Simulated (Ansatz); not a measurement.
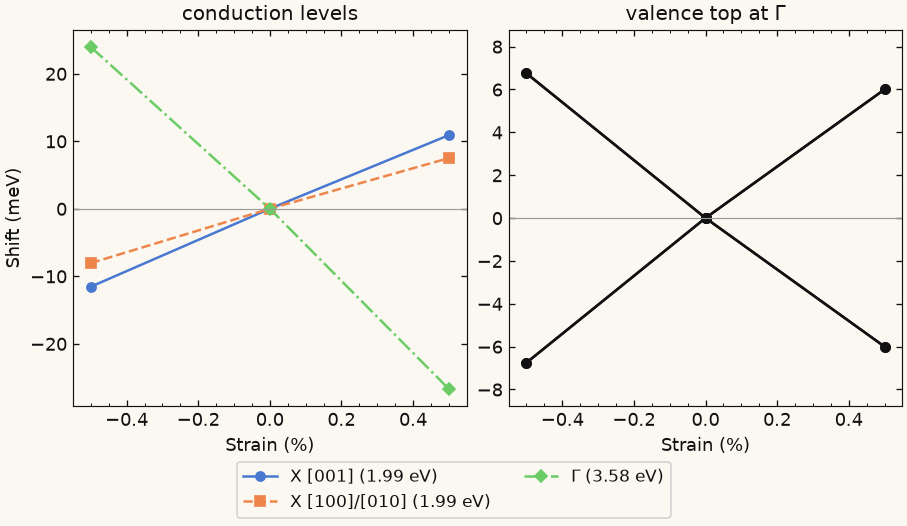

Shifts of the lowest conduction level at the points named, against the centre of the valence top at Γ (unstrained energies in the legend), and the splitting of that top about its centre. Directions are on the cubic axes.

System: rocksalt BaS, space group Fm-3m, 2 atoms in the primitive cell, in a cell relaxed beforehand; cubic a = 6.333 Å. Here the cell is stretched along z by ±0.5 %, with x and y held, and the atoms are carried along without relaxing. Computed with Ansatz: PBEsol, all-electron LAPW, spin-orbit coupling, no magnetisation, 8×8×8 k mesh, fixed occupations.

How fast does each conduction level move?

For each 1 % of strain: +22 meV at X [001], +16 meV at X [100]/[010] and −51 meV at Γ.

What shear deformation potential follows for the X valleys?

For the X valleys E[001] − E[100] = Ξu (εzz − εxx), and the splitting is +7 meV for 1 %, so Ξu = 0.7 eV.

How does the valence top split?

The fourfold valence top splits at 26 meV for each 1 % of strain, into two pairs, which gives |b| = 1.28 eV from a splitting of 2|b| (εzz − εxx).

LDA, GGA and most meta-GGA functionals understate gaps.
